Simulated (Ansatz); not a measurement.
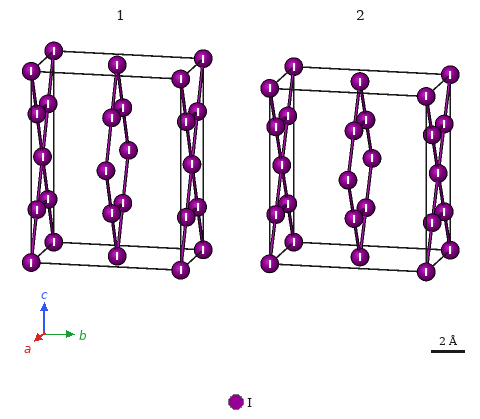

Two geometries of crystalline I (built on the random type), drawn at one scale. One is the start of a relaxation, the other its converged end. A ball-and-stick model of the conventional cell (4 times the calculation's cell), seen slightly off an axis. Lengths and directions refer to the drawn axes.

The calculation used Ansatz 0.2.0, DFT PBE, scalar-relativistic, plane waves, PAW. Set-up: plane-wave cutoff 420 eV; k-point mesh 10 × 10 × 10; occupations gaussian; smearing width 0.1 eV; no spin polarisation; cell and atoms relaxed; force threshold 0.01 eV/Å; at most 80 steps.

Which geometry has the lower energy?

Structure 2 is the relaxed one. Case: random cell with space group Fmm2 (No. 42). After 8 accepted moves (9 points after the start) the energy has fallen by 49.7 meV per atom. All forces vanish by symmetry, so only the cell relaxes. Pressure: 0.00 GPa at the start and −0.01 GPa at the end. The SCF was repeated once at an unchanged geometry on a basis and grid sized afresh for the cell, which shifted the energy by 0.1 meV per atom at most. The atoms keep their places relative to the cell (all moves are under 0.005 Å). The drawn cell changes as follows: a 6.026 → 6.431 Å (+6.7 %), b 9.540 → 9.989 Å (+4.7 %), c 12.158 → 11.159 Å (−8.2 %); the volume changes by +2.6 %. Near-neighbour distances that change, for instance: I–I 3.013 → 3.216 Å, I–I 3.392 → 3.220 Å. Among the angles between lasting bonds that change: I–I–I 127.3° → 120.1°, I–I–I 116.4° → 120.0°, I–I–I 63.6° → 60.0°. The space group stays Fmmm (No. 69). The run took roughly 8 core-minutes on a shared host.

Limits of the set-up: an odd number of electrons was run without spin polarisation, which fails if the electron would localise.
